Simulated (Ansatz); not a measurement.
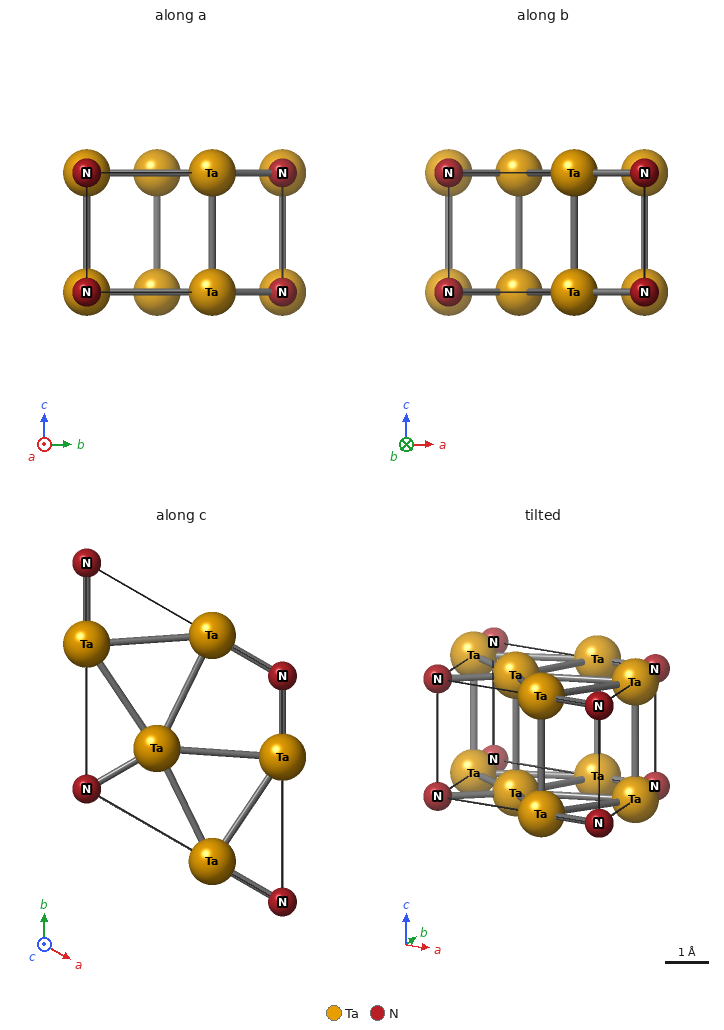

Structure drawing (ball-and-stick), viewed along the a axis, along the b axis, along the c axis and slightly off an axis. The parallelepiped is the conventional unit cell.

Lattice parameters: a = 5.377 Å, b = 5.377 Å, c = 2.837 Å, α = 90.00°, β = 90.00°, γ = 120.00°. Put a along x and b in the xy plane.

Question: Give the structure in the form of a POSCAR file, with free fractional coordinates to two decimals.

Answer:
```
Ta N
1.0
     5.377    0.000    0.000
    -2.689    4.657    0.000
     0.000    0.000    2.837
Ta N
3 1
Direct
  0.64 0.00 0.00
  0.00 0.64 0.00
  0.36 0.36 0.00
  0.00 0.00 0.00
```

The structure was taken from a random cell made by a generator, so it need not be a real form of the compound. Earlier steps of the study may have refined or changed the cell and positions. Ansatz was used for an electronic-structure calculation on it.
